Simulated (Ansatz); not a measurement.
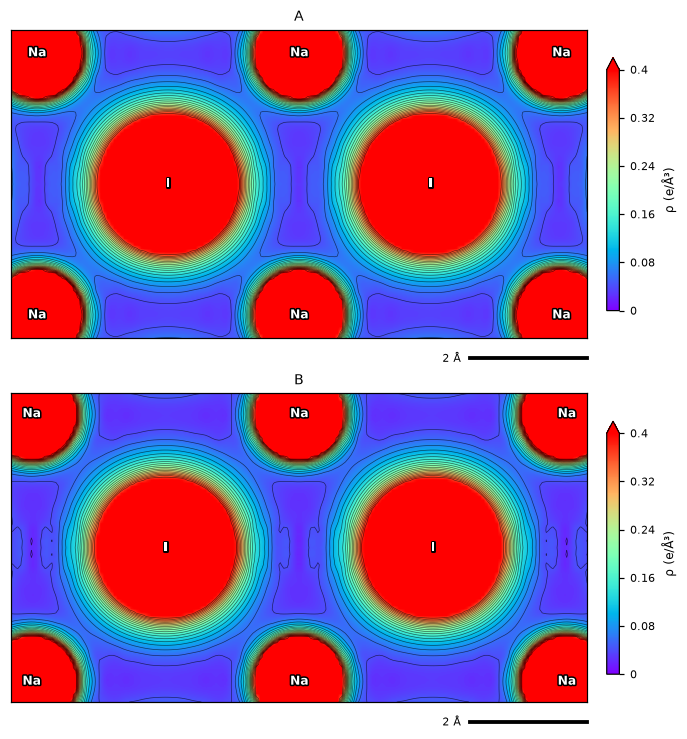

NaI. The valence charge density (pseudo) of two cells that differ in size, on the (101) plane of each (indices in the axes of the calculation cell), at one length scale and on one colour scale: B has 33.8 Å³ an atom and A 31.8.

Space group Fm-3m.

Method: Ansatz, DFT r2SCAN, scalar-relativistic, plane waves, PAW.

In a PAW calculation such maps are meaningful between the atoms, not at the nuclei.

The larger cell:

```cif
data_structure
_symmetry_space_group_name_H-M 'P 1'
_symmetry_Int_Tables_number 1
_cell_length_a 4.5727
_cell_length_b 4.5727
_cell_length_c 4.5727
_cell_angle_alpha 60.000
_cell_angle_beta 60.000
_cell_angle_gamma 60.000
_cell_volume 67.61
loop_
_atom_site_label
_atom_site_type_symbol
_atom_site_fract_x
_atom_site_fract_y
_atom_site_fract_z
_atom_site_occupancy
Na1 Na 0.00000 0.00000 0.00000 1
I1 I 0.50000 0.50000 0.50000 1
```

The smaller cell: a = 4.479 Å, b = 4.479 Å, c = 4.479 Å, α = 60.00°, β = 60.00°, γ = 60.00°.

Q: What does the compression do to the bonding and the properties?

A: From the larger cell to the smaller, Na–I goes from 3.23 to 3.17 Å, and the density at its midpoint from 0.13 to 0.14 e/Å³; the pressure goes from 0.0 to 1.2 GPa; the Kohn–Sham gap goes from 4.4 eV to 4.6 eV.
